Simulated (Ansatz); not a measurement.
## STM study: Al2Cu(001) (I4/mmm bulk, the cell from a database of computed structures, not from a measurement, 9 atomic planes (those closer than 0.6 Å count as one), 12 Å, Al-terminated, slab composition Al5Cu2)

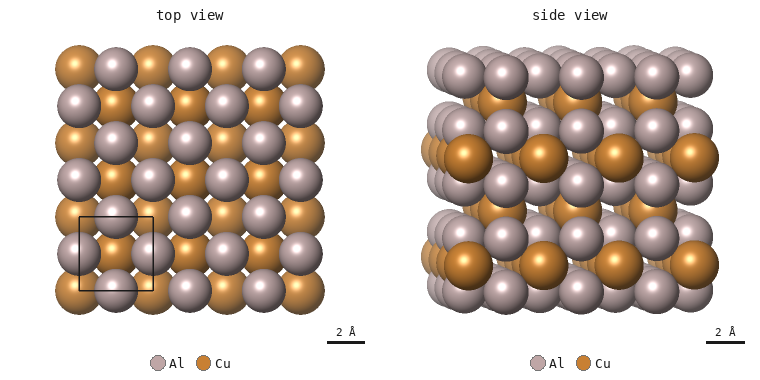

The relaxed structure from above and from the side.

Method: DFT PBE, scalar-relativistic, plane waves, PAW in Ansatz 0.2.0. Cutoff 420 eV, 15 × 15 k-points, Gaussian smearing 0.1 eV, dipole correction. The slab is a cut without reconstruction beyond its cell, at the source's lattice constants, with its lower half held fixed and the rest relaxed. No spin polarisation. The run couldn't confirm all of its levels under its output density. The run warns that the functional's potential is rough in the thin density of the vacuum, where the tip is; weak contrasts and barriers may feel it. On this mesh the free atoms still feel up to 0.08 eV/Å.

Tersoff–Hamann simulation (s-wave tip); biases are sample biases. Bias windows are sharp sums over the levels of the k mesh.

Input file:

```yaml
crystal:
  lattice:
    - [4.060675, 0.0, 0.0]
    - [0.0, 4.060675, 0.0]
    - [0.0, 0.0, 28.4043760831]
  atoms:
    - { symbol: Al, position: [0.5, 0.0, 0.299249664] }
    - { symbol: Al, position: [0.0, 0.5, 0.299249664] }
    - { symbol: Cu, position: [0.0, 0.0, 0.3494372506] }
    - { symbol: Al, position: [0.0, 0.5, 0.3996248372] }
    - { symbol: Al, position: [0.5, 0.0, 0.3996248372] }
    - { symbol: Cu, position: [0.5, 0.5, 0.4498124134] }
    - { symbol: Al, position: [0.5, 0.0, 0.50110641] }
    - { symbol: Al, position: [0.0, 0.5, 0.50110641] }
    - { symbol: Cu, position: [0.0, 0.0, 0.5518859111] }
    - { symbol: Al, position: [0.0, 0.5, 0.6031604661] }
    - { symbol: Al, position: [0.5, 0.0, 0.6031604661] }
    - { symbol: Cu, position: [0.5, 0.5, 0.6550050346] }
    - { symbol: Al, position: [0.5, 0.0, 0.7049036651] }
    - { symbol: Al, position: [0.0, 0.5, 0.7049036651] }
basis:
  ecutwfc: 420.0
  fft_grid_basis: typed
kpoints:
  mp_grid: { grid: [15, 15, 1] }
hamiltonian:
  xc: pbe
  pseudopotentials: { kind: paw }
scf:
  occupations: { method: gaussian, width: 0.1 }
output:
  forces: true
  eigenvalues: true
  band_densities:
    - { e_range: [-2.0, -1.0] }
    - { e_range: [-1.0, -0.5] }
    - { e_range: [-0.5, -0.25] }
    - { e_range: [-0.25, 0.0] }
    - { e_range: [0.0, 0.25] }
    - { e_range: [0.25, 0.5] }
    - { e_range: [0.5, 1.0] }
    - { e_range: [1.0, 1.5] }
  band_residual_tolerance: 1.0e-05
  write_potential: true
  elf: true
  write_density: true
  volumetric_format: npy
efield:
  axis: 3
  dipole_correction: true
  ramp_width: 0.04
checkpoint:
  read: start.run
  write: ck
  compress: false
  write_wavefunctions: false
  write_every: 100000
```

Run with:

```sh
ansatz run input.yaml --threads 2 --pin off --max-ram 4423MiB --backend cpu --events-out ev --progress --plain --runs-dir out
```

This step took 38 s on 2 threads of AMD EPYC 9R45 96-Core Processor (Zen 5), with other jobs on the host, peak memory 1.3 GiB; the relaxation before it isn't counted.

### 1. One image

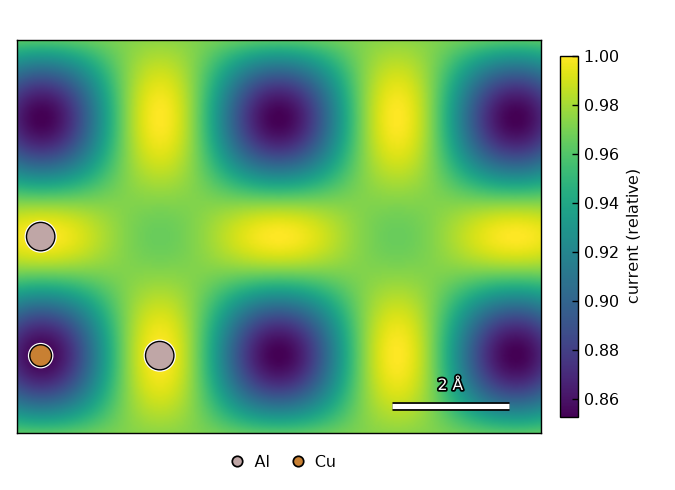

Constant-height image 5.0 Å above the topmost atom of this surface, sample bias −0.25 V. The atoms seen from above are drawn over one corner (deeper ones smaller).

**What lies under the maxima and minima of this image?**

The brightest spots lie over the top Al atoms; the darkest points are over the Cu atoms 1.4 Å below the top plane. The brightest point carries 1.2 times the current of the darkest. So weak a contrast (1.17 times) depends on the k-mesh and on the tip.

### 2. Approach curves

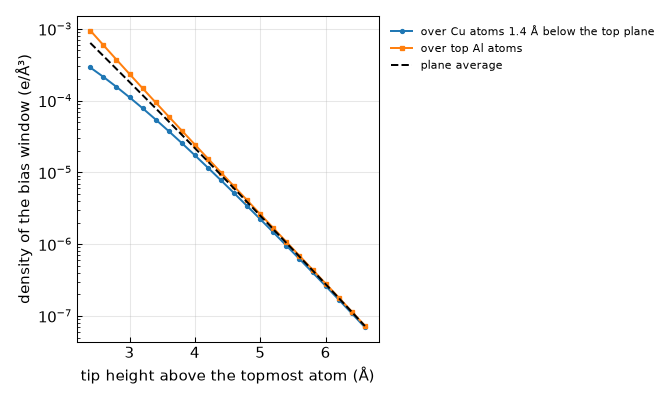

Approach curves over this surface at a sample bias of −0.25 V.

**How fast does the current decay, and what apparent barrier height does that imply?**

Near 4 Å the plane average falls as exp(−2.15 z/Å), a factor of 8.5 per ångström, which gives an apparent barrier of 4.4 eV (0.952 eV Å² times the slope squared). The vacuum level lies 4.18 eV above zero bias. The apparent barrier is close to 4.18 eV.

### 3. Barrier map

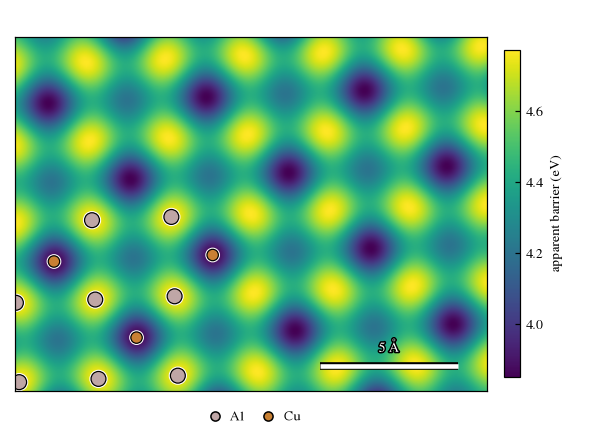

Map of the apparent barrier height, 0.952 eV Å² × (d ln I/dz)², 4.2 Å above this surface at −0.25 V; lighter colours are higher.

**Where is the apparent barrier highest and lowest, and over what range?**

It is highest, 4.8 eV, over the top Al atoms, and lowest, 3.8 eV, over the Cu atoms 1.4 Å below the top plane. The vacuum level lies 4.18 eV above zero bias.
